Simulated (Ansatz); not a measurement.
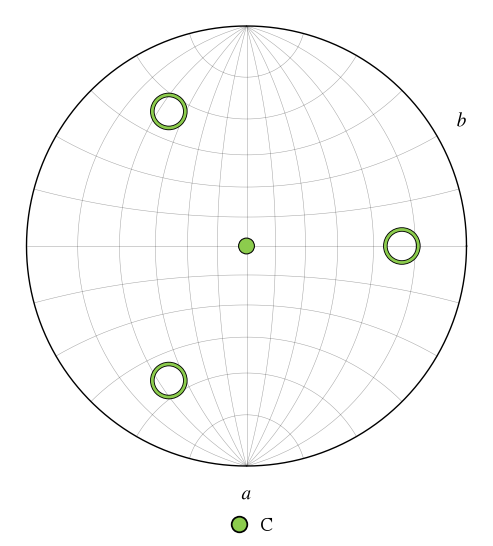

For SiC, the end point of a relaxation with DFT PBE, scalar-relativistic, plane waves, PAW in Ansatz; the starting structure was generated, so it need not be a known form of this composition: directions from one silicon atom at (1/3, 2/3, 0.444) to its bonded neighbours, in stereographic projection down c (filled: above the plane of the page or in it, open: below). Geometry calculated from the standardised cell; symmetry tolerance 0.002 Å.

Neighbours are counted up to 2.17 Å for C.

```cif
data_structure
_symmetry_space_group_name_H-M 'P 1'
_symmetry_Int_Tables_number 1
_cell_length_a 3.0945
_cell_length_b 3.0945
_cell_length_c 22.7889
_cell_angle_alpha 90.000
_cell_angle_beta 90.000
_cell_angle_gamma 120.000
_cell_volume 188.99
loop_
_atom_site_label
_atom_site_type_symbol
_atom_site_fract_x
_atom_site_fract_y
_atom_site_fract_z
_atom_site_occupancy
Si1 Si 0.00000 0.00000 0.99987 1
C1 C 0.00000 0.00000 0.08340 1
Si2 Si 0.33333 0.66667 0.11118 1
C2 C 0.33333 0.66667 0.19472 1
Si3 Si 0.00000 0.00000 0.22231 1
C3 C 0.00000 0.00000 0.30562 1
Si4 Si 0.66667 0.33333 0.33326 1
C4 C 0.66667 0.33333 0.41658 1
Si5 Si 0.33333 0.66667 0.44440 1
C5 C 0.33333 0.66667 0.52796 1
Si6 Si 0.66667 0.33333 0.55550 1
C6 C 0.66667 0.33333 0.63880 1
Si7 Si 0.00000 0.00000 0.66664 1
C7 C 0.00000 0.00000 0.75020 1
Si8 Si 0.66667 0.33333 0.77775 1
C8 C 0.66667 0.33333 0.86107 1
Si9 Si 0.33333 0.66667 0.88871 1
C9 C 0.33333 0.66667 0.97204 1
```

Q: How many neighbours are there, and at what angles?

A: 4: 4 C at 1.90 Å. Angles between bonds: 109° (3×), 110° (3×).

Q: What is the site's symmetry in the crystal?

A: Point group 3m (C3v), order 6: one threefold axis, three mirror planes. In P3m1 (No. 156) this is Wyckoff position 1b.
